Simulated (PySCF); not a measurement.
**Ag: 7 runs along one coordinate**

System: Ag (1 atom in the cell).
Method: Kohn-Sham DFT of a periodic cell in Gaussian orbitals, PBEsol, DZVP-MOLOPT-SR/GTH-PBE, no spin polarisation (PySCF 2.14.0).

The 7 runs differ only in the geometry, by an even scaling of the cell at fixed fractional positions. The structure derives from an entry of the Crystallography Open Database.

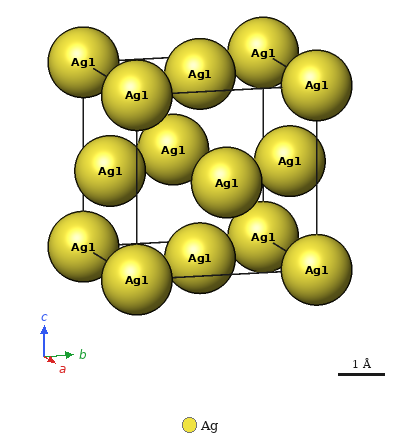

Figure 1. The structure of run 4 (spheres-only view of the cell 4 times as large as that of the calculation, set on its symmetry axes, seen slightly off an axis; atoms are numbered from 1 in the order of the input).

## Input file of run 4
```python
import json
import numpy as np
from pyscf.pbc import gto, scf, dft, df

cell = gto.Cell()
cell.basis = 'DZVP-MOLOPT-SR-GTH-q11'
cell.pseudo = 'GTH-PBE-q11'
cell.fromfile('Ag.cif')
cell.ke_cutoff = 77  # hartree
cell.exp_to_discard = 0.02
cell.precision = 1e-08
cell.space_group_symmetry = True
cell.symmorphic = False
cell.max_memory = 5040  # MB
cell.verbose = 4
cell.build()

res = {}
kpts = cell.make_kpts([6, 6, 6], space_group_symmetry=True, time_reversal_symmetry=True)
cell.space_group_symmetry = False  # the mesh holds the operations; no search on the supercells of the integral code
mf = dft.KRKS(cell, kpts, xc='pbesol')
mf = mf.multigrid_numint()
mf = mf.smearing(sigma=0.00183747, method='fermi')  # hartree
mf.conv_tol = 1e-07
mf.max_cycle = 60

mf.kernel()
res.update(converged=bool(mf.converged), e_tot=mf.e_tot, nelec=cell.nelectron, nao=cell.nao, mesh=list(map(int, cell.mesh)), a=cell.lattice_vectors().tolist(), coords=cell.atom_coords().tolist(),
           mo_energy=[np.real(x).tolist() for x in mf.mo_energy], mo_occ=[np.real(x).tolist() for x in mf.mo_occ])
res.update(e_free=mf.e_free, e_zero=mf.e_zero)
res.update(kpts=kpts.kpts_scaled_ibz.tolist(), weights=kpts.weights_ibz.tolist())
res['parts'] = {k: float(np.real(v)) for k, v in mf.scf_summary.items() if np.isscalar(v)}
json.dump(res, open('results.json', 'w'))
if not mf.converged:
    raise SystemExit('SCF not converged')

print('levels (eV)')
for i, kp in enumerate(res['kpts'][:40]):
    print('k %7.4f %7.4f %7.4f  ' % tuple(kp), ' '.join('%.3f' % (x * 27.211386) for x in res['mo_energy'][i][:11]))

mf = mf.to_khf()  # unfold to the whole mesh
kpts = mf.kpts
# Mulliken populations
dm, s = np.asarray(mf.make_rdm1()), np.asarray(mf.get_ovlp())
sites = cell.aoslice_by_atom()[:, 2:]
tot = np.einsum('kij,kji->i', dm, s).real / len(kpts)
res['mulliken'] = [cell.atom_charge(i) - tot[a0:a1].sum() for i, (a0, a1) in enumerate(sites)]
print('Mulliken charges', np.round(res['mulliken'], 5))
res['done'] = True
json.dump(res, open('results.json', 'w'))
```

## File Ag.cif of run 4
```
data_Ag
_cell_length_a 2.88888475
_cell_length_b 2.88888475
_cell_length_c 2.88888475
_cell_angle_alpha 60.00000000
_cell_angle_beta 60.00000000
_cell_angle_gamma 60.00000000
_space_group_name_H-M_alt 'P1'
_space_group_name_Hall 'P 1'
_space_group_IT_number 1
loop_
_space_group_symop_operation_xyz
'x,y,z'
loop_
_atom_site_label
_atom_site_type_symbol
_atom_site_symmetry_multiplicity
_atom_site_Wyckoff_symbol
_atom_site_fract_x
_atom_site_fract_y
_atom_site_fract_z
_atom_site_occupancy
Ag1 Ag 1 a 0.0000000000 0.0000000000 0.0000000000 1
```

Command:
```bash
OMP_NUM_THREADS=4 python -u run.py > log
```

Lattice vectors (Å) and fractional positions of run 4:
```
   0.000000    2.042750    2.042750
   2.042750    0.000000    2.042750
   2.042750    2.042750    0.000000
Ag  0.000000  0.000000  0.000000
```

Run 2 has the same physical settings and fractional positions; its lattice vectors (Å) are:
```
   0.000000    2.015142    2.015142
   2.015142    0.000000    2.015142
   2.015142    2.015142    0.000000
```

## Results, with one run withheld

| run | volume per atom (Å³) | free energy per atom, from the lowest run given (meV) |
| --- | --- | --- |
| 1 | 16.025 | 26.78 |
| 2 | 16.366 | ? |
| 3 | 16.707 | 2.98 |
| 4 | 17.048 | 0.00 |
| 5 | 17.389 | 1.98 |
| 6 | 17.730 | 8.28 |
| 7 | 18.071 | 18.27 |

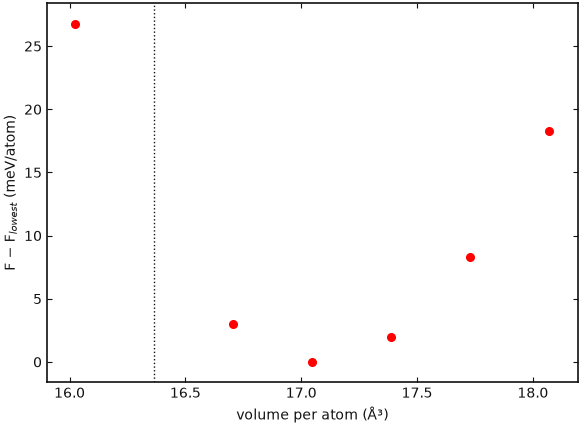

Figure 2. Free energy per atom of the runs given; the dotted line marks run 2.

Fit the runs given and predict run 2.

A cubic polynomial in V^(−2/3) (the Birch–Murnaghan form), fitted to the 6 runs given, misses them by at most 0.01 meV per atom. With x = V^(−2/3) − 0.15043 Å⁻², it reads F = 0.082312 − 462.53 x + 6.0103e+05 x² + 3.9769e+06 x³ (meV per atom). At run 2 it gives 11.62 meV per atom, and the run itself gives 11.64. The fit has its minimum at 17.074 Å³ per atom, where V d²F/dV² gives 115 GPa: the bulk modulus at this level, since symmetry fixes the shape and the positions.

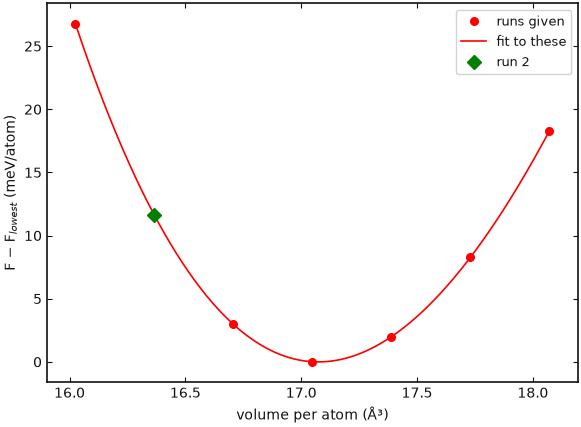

Figure 3. The fit and the withheld run.

## Output, shortened to warnings, some set-up lines, iterations and results (run 2)
```
k-points in IBZ                         weights
[...]
cycle= 1 E= -36.9303267967649  delta_E= 0.043  |g|= 0.858  |ddm|= 10.3
cycle= 2 E= -36.9159356694683  delta_E= 0.0144  |g|= 1.08  |ddm|= 22.2
cycle= 3 E= -36.9587962456151  delta_E= -0.0429  |g|= 0.00577  |ddm|= 12.9
cycle= 4 E= -36.9587978421139  delta_E= -1.6e-06  |g|= 0.000952  |ddm|= 0.0514
cycle= 5 E= -36.9587978751722  delta_E= -3.31e-08  |g|= 9.43e-06  |ddm|= 0.0113
    sigma = 0.00183747  Optimized mu = 0.504128097703  entropy = 0.148143774501
nelec by numeric integration = 11.000000000000007
    Total E(T) = -36.9587978751577  Free energy = -36.959070084899  E0 = -36.9589339800283
Extra cycle  E= -36.9587978751577  delta_E= 1.46e-11  |g|= 1.24e-05  |ddm|= 0.000247
converged SCF energy = -36.9587978751577
levels (eV)
k  0.0000  0.0000  0.0000   5.716 8.908 8.908 8.908 10.028 10.028 34.273 36.542 36.542 36.542 44.221
k  0.5000  0.5000 -0.0000   7.119 7.287 10.858 11.127 11.128 15.380 20.979 25.024 25.024 32.222 33.249
k  0.5000  0.5000  0.5000   7.174 8.879 8.879 10.897 10.897 13.277 17.750 33.112 33.112 34.348 40.568
k  0.6667  0.6667 -0.0000   7.525 7.655 10.432 10.432 10.641 11.534 26.736 27.092 27.092 32.203 34.312
k  0.6667  0.6667  0.3333   7.857 8.464 9.137 9.973 10.595 17.139 19.892 21.738 28.847 34.964 47.066
k  0.6667  0.6667  0.6667   7.289 9.025 9.025 10.338 10.486 10.486 22.224 34.216 34.216 35.053 41.488
k  0.8333  0.5000  0.3333   7.668 7.875 9.544 10.292 11.128 17.929 21.113 22.154 23.003 37.594 39.119
k  0.8333  0.5000  0.5000   7.467 7.738 10.057 10.338 11.002 15.174 22.015 23.374 26.543 33.256 37.858
k  0.8333  0.6667  0.3333   8.163 8.227 8.923 9.887 10.857 17.635 18.481 24.593 25.139 37.198 44.937
k  0.8333  0.6667  0.5000   8.109 8.170 8.882 10.229 10.420 13.692 23.844 23.887 27.505 37.982 38.188
k  0.8333  0.8333 -0.0000   6.799 8.462 9.350 9.350 9.662 10.226 32.079 32.079 32.759 37.106 41.290
k  0.8333  0.8333  0.1667   7.686 8.452 9.099 9.527 10.620 10.977 24.898 30.076 31.465 33.535 39.595
k  0.8333  0.8333  0.3333   7.600 8.616 9.323 9.589 10.927 14.445 18.823 28.256 30.152 33.048 44.590
k  0.8333  0.8333  0.5000   7.762 8.710 9.305 9.515 10.377 13.348 20.712 26.920 32.957 33.986 43.489
k  0.8333  0.8333  0.6667   7.595 8.490 9.160 9.478 9.629 10.910 27.243 27.511 37.791 38.024 38.895
k  0.8333  0.8333  0.8333   6.520 8.787 9.098 9.098 9.997 9.997 29.221 35.918 35.918 36.384 44.260
Mulliken charges [-0.]
```
